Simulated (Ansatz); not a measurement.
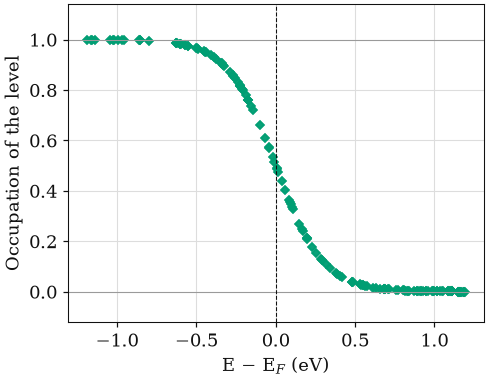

Occupations of the one-electron levels of the k mesh against their energy, from a run on MnAs, space group P6_3/mmc (No. 194), 4 atoms in the cell, with Ansatz.

### Which smearing scheme was used (Fermi-Dirac, Gaussian, Methfessel-Paxton or cold), and about what width?

Fermi-Dirac smearing with a width of 0.15 eV. The occupations stay between 0 and 1 and have long exponential tails; the slope at the Fermi level is 1/(4 × width).
